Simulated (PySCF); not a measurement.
## Rh: 7 runs along one coordinate

System: Rh (Fm-3m, 1 atom in the cell).
Method: Kohn-Sham DFT of a periodic cell in Gaussian orbitals, r2SCAN, TZVP-MOLOPT-SR/GTH-PBE, no spin polarisation (PySCF 2.14.0).

The 7 runs differ only in the geometry, by an even scaling of the cell at fixed fractional positions. The structure derives from an entry of the Crystallography Open Database.

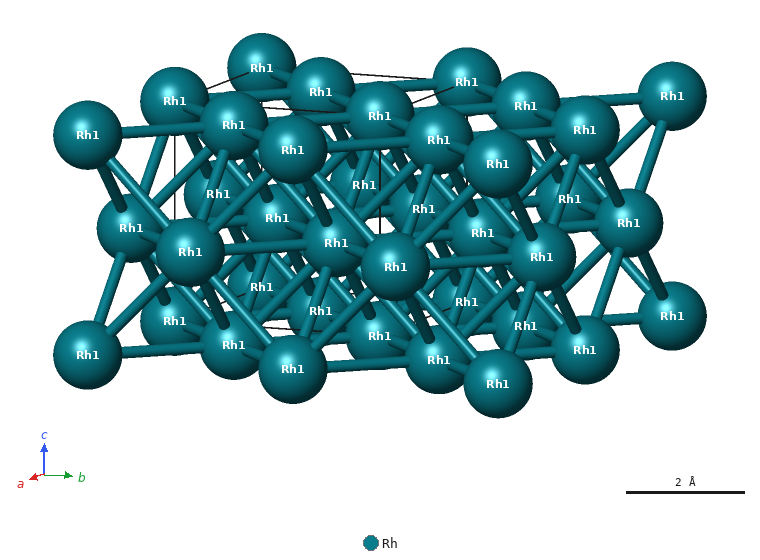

Figure 1. The structure of run 4 (ball-and-stick view of the cell 4 times as large as that of the calculation, set on its symmetry axes, repeated 2 × 2 × 1, seen slightly off an axis; atoms are numbered from 1 in the order of the input).

## Input file of run 4
```python
import json
import numpy as np
from pyscf.pbc import gto, scf, dft, df

cell = gto.Cell()
cell.basis = 'TZVP-MOLOPT-SR-GTH-q17'
cell.pseudo = 'GTH-PBE-q17'
cell.fromfile('Rh.cif')
cell.ke_cutoff = 94  # hartree
cell.exp_to_discard = 0.02
cell.precision = 1e-08
cell.space_group_symmetry = True
cell.symmorphic = False
cell.max_memory = 5040  # MB
cell.verbose = 4
cell.build()

res = {}
kpts = cell.make_kpts([2, 2, 2], space_group_symmetry=True, time_reversal_symmetry=True)
cell.space_group_symmetry = False  # the mesh holds the operations; no search on the supercells of the integral code
mf = dft.KRKS(cell, kpts, xc='r2scan')
mf = mf.multigrid_numint()
mf = mf.smearing(sigma=0.00183747, method='fermi')  # hartree
mf.conv_tol = 1e-07
mf.max_cycle = 60

mf.kernel()
res.update(converged=bool(mf.converged), e_tot=mf.e_tot, nelec=cell.nelectron, nao=cell.nao, mesh=list(map(int, cell.mesh)), a=cell.lattice_vectors().tolist(), coords=cell.atom_coords().tolist(),
           mo_energy=[np.real(x).tolist() for x in mf.mo_energy], mo_occ=[np.real(x).tolist() for x in mf.mo_occ])
res.update(e_free=mf.e_free, e_zero=mf.e_zero)
res.update(kpts=kpts.kpts_scaled_ibz.tolist(), weights=kpts.weights_ibz.tolist())
res['parts'] = {k: float(np.real(v)) for k, v in mf.scf_summary.items() if np.isscalar(v)}
json.dump(res, open('results.json', 'w'))
if not mf.converged:
    raise SystemExit('SCF not converged')

print('levels (eV)')
for i, kp in enumerate(res['kpts'][:40]):
    print('k %7.4f %7.4f %7.4f  ' % tuple(kp), ' '.join('%.3f' % (x * 27.211386) for x in res['mo_energy'][i][:14]))

mf = mf.to_khf()  # unfold to the whole mesh
kpts = mf.kpts
# Mulliken populations
dm, s = np.asarray(mf.make_rdm1()), np.asarray(mf.get_ovlp())
sites = cell.aoslice_by_atom()[:, 2:]
tot = np.einsum('kij,kji->i', dm, s).real / len(kpts)
res['mulliken'] = [cell.atom_charge(i) - tot[a0:a1].sum() for i, (a0, a1) in enumerate(sites)]
print('Mulliken charges', np.round(res['mulliken'], 5))
res['done'] = True
json.dump(res, open('results.json', 'w'))
```

## File Rh.cif of run 4
```
data_Rh
_cell_length_a 2.68396521
_cell_length_b 2.68396521
_cell_length_c 2.68396521
_cell_angle_alpha 60.00000000
_cell_angle_beta 60.00000000
_cell_angle_gamma 60.00000000
_space_group_name_H-M_alt 'P1'
_space_group_name_Hall 'P 1'
_space_group_IT_number 1
loop_
_space_group_symop_operation_xyz
'x,y,z'
loop_
_atom_site_label
_atom_site_type_symbol
_atom_site_symmetry_multiplicity
_atom_site_Wyckoff_symbol
_atom_site_fract_x
_atom_site_fract_y
_atom_site_fract_z
_atom_site_occupancy
Rh1 Rh 1 a 0.0000000000 0.0000000000 0.0000000000 1
```

Command:
```bash
OMP_NUM_THREADS=4 python -u run.py > log
```

Lattice vectors (Å) and fractional positions of run 4:
```
   0.000000    1.897850    1.897850
   1.897850    0.000000    1.897850
   1.897850    1.897850    0.000000
Rh  0.000000  0.000000  0.000000
```

Run 6 has the same physical settings and fractional positions; its lattice vectors (Å) are:
```
   0.000000    1.922825    1.922825
   1.922825    0.000000    1.922825
   1.922825    1.922825    0.000000
```

## Results, with one run withheld

```csv
run,volume per atom (Å³),"free energy per atom, from the lowest run given (meV)"
1,12.851,674.54
2,13.125,525.24
3,13.398,393.50
4,13.671,278.83
5,13.945,174.36
6,14.218,?
7,14.492,0.00
```

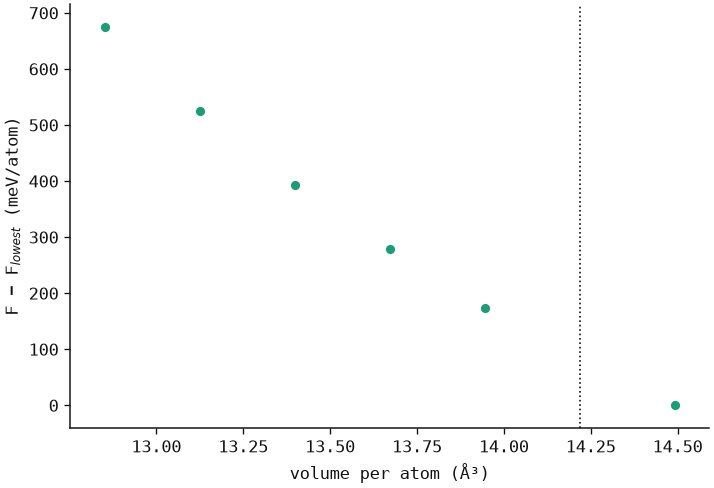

Figure 2. Free energy per atom of the runs given; the dotted line marks run 6.

Estimate the energy of run 6 from the others.

A cubic polynomial in V^(−2/3) (the Birch–Murnaghan form), fitted to the 6 runs given, misses them by at most 0.74 meV per atom. With x = V^(−2/3) − 0.17583 Å⁻², it reads F = 322.23 + 48478 x + 8.9107e+05 x² + 1.2445e+07 x³ (meV per atom). At run 6 it gives 82.83 meV per atom, and the run itself gives 81.87. The fit has no minimum inside this range. So low a polynomial doesn't follow these energies more closely.

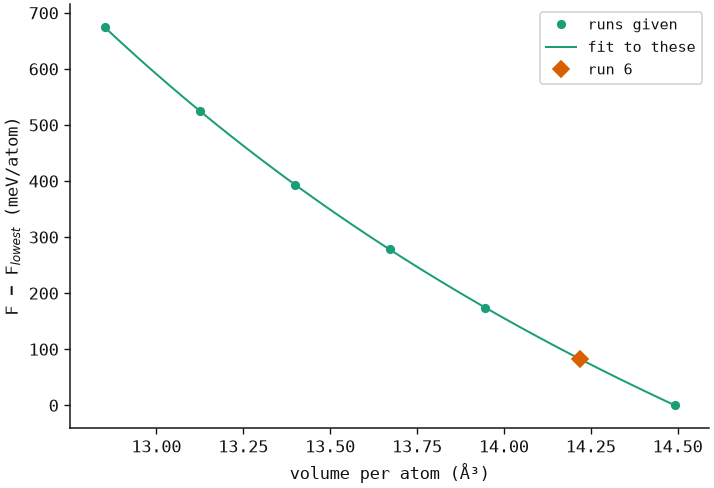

Figure 3. The fit and the withheld run.

## Output, shortened to warnings, some set-up lines, iterations and results (run 6)
```
k-points in IBZ                         weights
[...]
cycle= 1 E= -109.610124443369  delta_E= 0.0148  |g|= 2.46  |ddm|= 7.96
cycle= 2 E= -109.189068590094  delta_E= 0.421  |g|=  3.3  |ddm|= 9.91
cycle= 3 E= -110.240346295865  delta_E= -1.05  |g|= 0.315  |ddm|= 5.92
cycle= 4 E= -110.237395132937  delta_E= 0.00295  |g|= 0.433  |ddm|= 1.99
cycle= 5 E= -110.250182446745  delta_E= -0.0128  |g|= 0.232  |ddm|= 0.269
[... 7 lines ...]
cycle= 13 E= -110.257191622515  delta_E= -6.31e-05  |g|= 0.0092  |ddm|= 0.0689
cycle= 14 E= -110.257187674086  delta_E= 3.95e-06  |g|= 0.00113  |ddm|= 0.0275
cycle= 15 E= -110.257186853235  delta_E= 8.21e-07  |g|= 0.000923  |ddm|= 0.00257
cycle= 16 E= -110.257187447327  delta_E= -5.94e-07  |g|= 9.09e-05  |ddm|= 0.00201
cycle= 17 E= -110.257187484668  delta_E= -3.73e-08  |g|= 1.31e-05  |ddm|= 0.000308
    sigma = 0.00183747  Optimized mu = 0.837566435502  entropy = 1.82160525536
nelec by numeric integration = 16.99999999999991
    Total E(T) = -110.257187653241  Free energy = -110.26053479825  E0 = -110.258861225745
Extra cycle  E= -110.257187653241  delta_E= -1.69e-07  |g|= 8.04e-05  |ddm|= 0.000311
converged SCF energy = -110.257187653241
levels (eV)
k  0.0000  0.0000  0.0000   -63.132 -26.945 -26.945 -26.945 13.977 19.067 19.067 19.067 21.134 21.134 40.293 45.623 45.623 45.623
k  0.5000  0.5000 -0.0000   -63.008 -27.585 -27.197 -27.197 15.737 16.217 22.675 23.146 23.146 25.385 34.528 35.707 35.707 46.366
k  0.5000  0.5000  0.5000   -63.038 -27.626 -27.040 -27.040 16.006 18.974 18.974 22.719 22.719 22.750 30.836 40.103 44.150 44.150
Mulliken charges [0.]
```

Notes: Settings chosen away from the usual ones: volume scaled by 1.0. Points of doubt noted for this run: coarse mesh. The k-point mesh is coarse for a cell of this size, so the results may not be converged.
